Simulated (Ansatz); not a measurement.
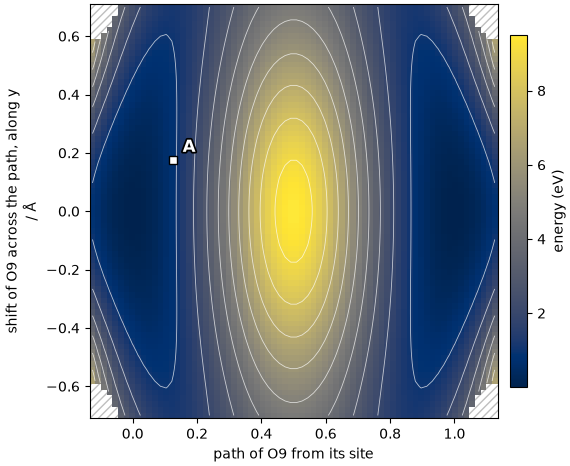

MgO (Pm-3n phase) with one O vacancy (11 atoms in the cell). An atom moved over a plane that holds its own site and a neighbouring vacancy (x along [0 0 1], y along [0 1 0], z along [−1 0 0] of the conventional cell). First axis: path of O9 from its site (0) to the vacancy (1), 2.795 Å. Second axis: shift of O9 across the path, along y. Nothing is relaxed (all other atoms held at the sites of the perfect crystal). The scan uses an 11 × 9 grid; 28 points were computed and 67 follow by symmetry. At 4 points there is no value (left out of the scan, as a rule where atoms come close). Points are written as (first, second). Energies: eV per cell, counted from the lowest grid point. The calculation used Ansatz, DFT PBEsol, scalar-relativistic, plane waves, PAW. Settings: cutoff 420 eV, k-mesh 4×4×4, gaussian smearing 0.05 eV, no spin polarisation.

In the figure: a smooth colour map with a few white contour lines, hatched blanks where no value was computed, the point A. Between grid points the surface is interpolated.

> Is A at rest? If not, where is it pushed?

A, at (0.125, 0.175 Å), is not a stationary point. The computed force is 13 eV for each unit of the axis towards smaller values of the first coordinate and nearly zero along the second coordinate.

PAW datasets: the set soft_1.
